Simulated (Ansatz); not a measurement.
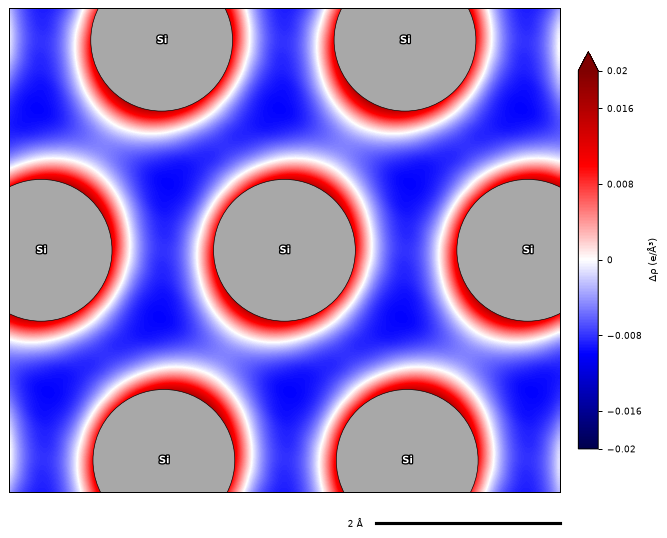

Si. Difference of the valence pseudo-densities of two functionals at the same geometry, on the (001) plane of the calculation cell: LDA less r2SCAN.

Both computed with Ansatz (plane waves, PAW), on the same k-point mesh. Grey discs cover the atomic cores.

### Where does the change of functional move the electrons?

Against r2SCAN, LDA gives a change of −0.008 e/Å³ at the midpoint of Si–Si.
